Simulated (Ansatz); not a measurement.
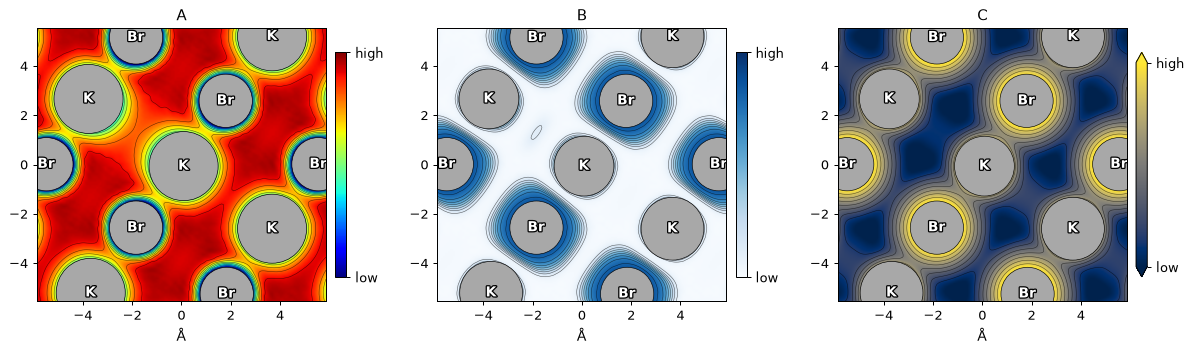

K16Br15 (cell charge +1, with a compensating background) (cell with a defect): 3 fields on the (100) plane of the calculation cell, with unlabelled colour scales. Grey discs cover the atomic cores.

The calculation used Ansatz, DFT LDA, scalar-relativistic, plane waves, PAW.

```
K Br
1.0
    -6.37125   -6.37125    6.37125
     6.37125   -6.37125   -6.37125
     6.37125    6.37125    6.37125
K Br
16 15
Direct
  0.26211 0.76211 0.00000
  0.00000 0.76211 0.26211
  0.50000 0.50000 0.00000
  0.26211 0.50000 0.26211
  0.00000 0.50000 0.50000
  0.75000 0.75000 0.50000
  0.50000 0.75000 0.75000
  0.00000 0.00000 0.00000
  0.73789 0.23789 0.00000
  0.50000 0.25000 0.25000
  0.25000 0.25000 0.50000
  0.00000 0.23789 0.73789
  0.73789 0.50000 0.73789
  0.75000 0.00000 0.25000
  0.50000 0.00000 0.50000
  0.25000 0.00000 0.75000
  0.24719 0.74719 0.49438
  0.00000 0.74719 0.75281
  0.50000 0.50000 0.50000
  0.24719 0.50000 0.75281
  0.75281 0.74719 0.00000
  0.49438 0.74719 0.24719
  0.00000 0.00000 0.50000
  0.75281 0.25281 0.50562
  0.50562 0.25281 0.75281
  0.24719 0.25281 0.00000
  0.00000 0.25281 0.24719
  0.75281 0.50000 0.24719
  0.75281 0.00562 0.75281
  0.50000 0.00000 0.00000
  0.24719 0.99438 0.24719
```

### The panels show electron localisation function, electrostatic potential energy of an electron and valence pseudo-density in some order. Assign them.

Panel A: electrostatic potential energy of an electron (low next to the atoms, rising into the space between them). Panel B: electron localisation function. Panel C: valence pseudo-density. From the grid: K–Br (3.16 Å): ρ at the midpoint is about 0.12 e/Å³; the ELF is about 0.15 at the midpoint; a largely ionic contact. K–Br (3.22 Å): the density is about 0.1 e/Å³ at the midpoint; the ELF is about 0.15 at the midpoint (a closed-shell, largely ionic contact).
